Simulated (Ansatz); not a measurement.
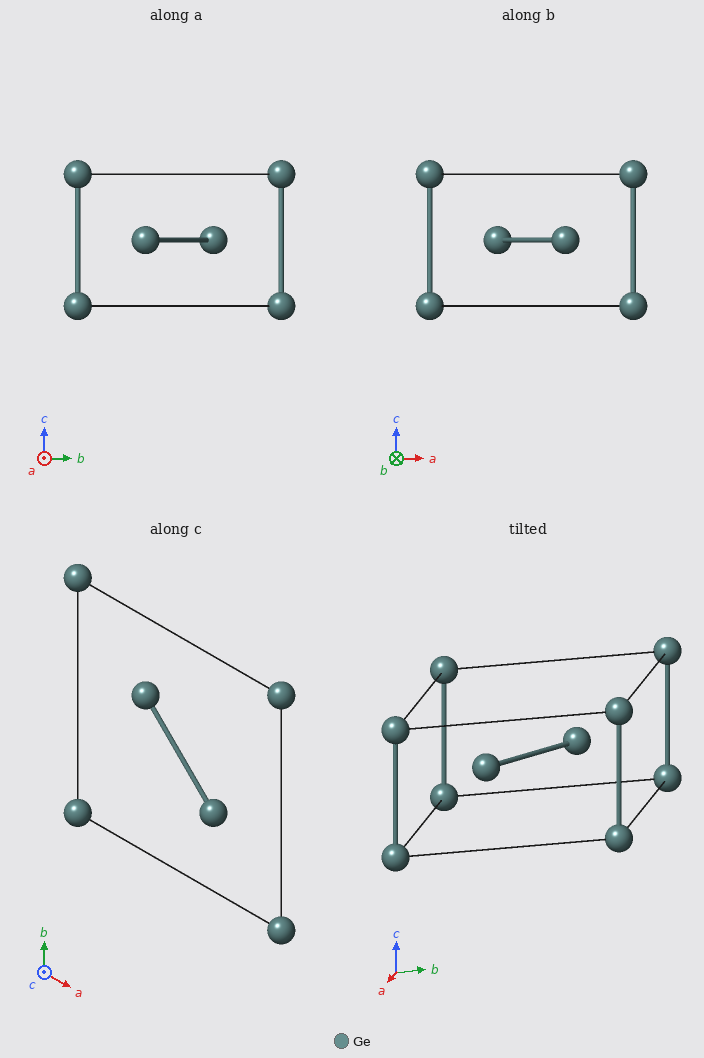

This ball-and-stick model is shown along the a axis, along the b axis, along the c axis and slightly off an axis. The parallelepiped is the conventional unit cell.

Lattice parameters: a = 5.0046 Å, b = 5.0046 Å, c = 2.8075 Å, α = 90.000°, β = 90.000°, γ = 120.000°.

Reconstruct the structure as a CIF in P1 with every atom of the cell.

```cif
data_structure
_symmetry_space_group_name_H-M 'P 1'
_symmetry_Int_Tables_number 1
_cell_length_a 5.0046
_cell_length_b 5.0046
_cell_length_c 2.8075
_cell_angle_alpha 90.000
_cell_angle_beta 90.000
_cell_angle_gamma 120.000
_cell_volume 60.90
loop_
_atom_site_label
_atom_site_type_symbol
_atom_site_fract_x
_atom_site_fract_y
_atom_site_fract_z
_atom_site_occupancy
Ge1 Ge 0.0000 0.0000 0.0000 1
Ge2 Ge 0.3333 0.6667 0.5000 1
Ge3 Ge 0.6667 0.3333 0.5000 1
```

Provenance: a structure type filled with this element by a generator (whether the element takes this form wasn't checked). Earlier steps of the study may have refined or changed the cell and positions. It was run through Ansatz as a DFT input.

At this level of theory the cell isn't at rest (stretched, at -5 GPa), so its distances can differ from those at equilibrium, the more so the softer the solid.
